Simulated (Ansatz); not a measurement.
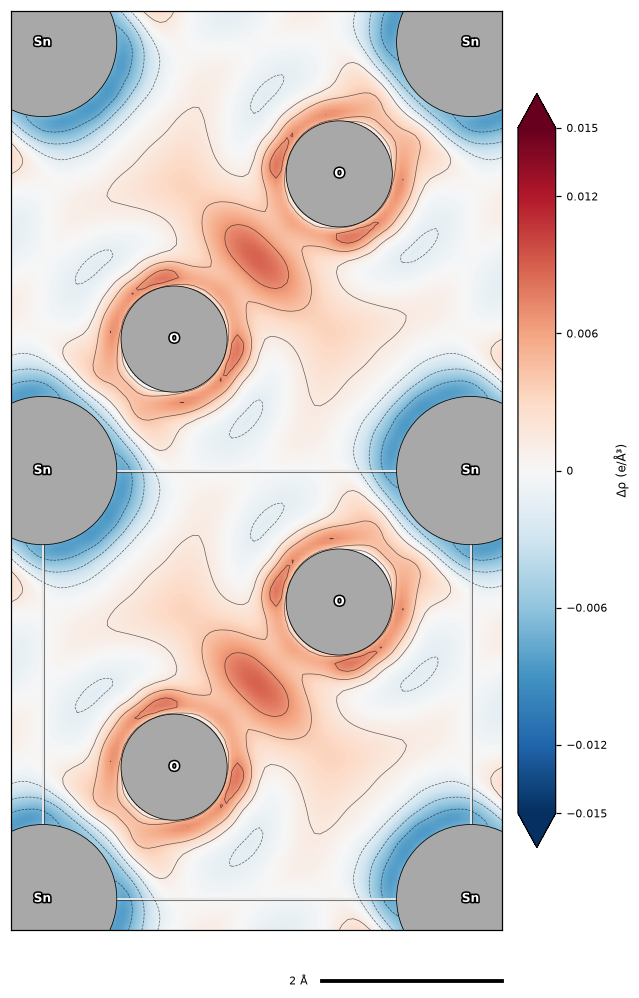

SnO$_{2}$. Difference of the valence pseudo-densities of two functionals at the same geometry, on the (001) plane of the calculation cell: one of BLYP and REVPBE less the other.

Both computed with Ansatz (plane waves, PAW), on the same k-point mesh. Grey discs cover the atomic cores.

> Which was subtracted from which, and what does the map show?

It is REVPBE less BLYP. Against BLYP, REVPBE gives more density around O (+0.006 e/Å³ on average at 0.7 Å from the nucleus).
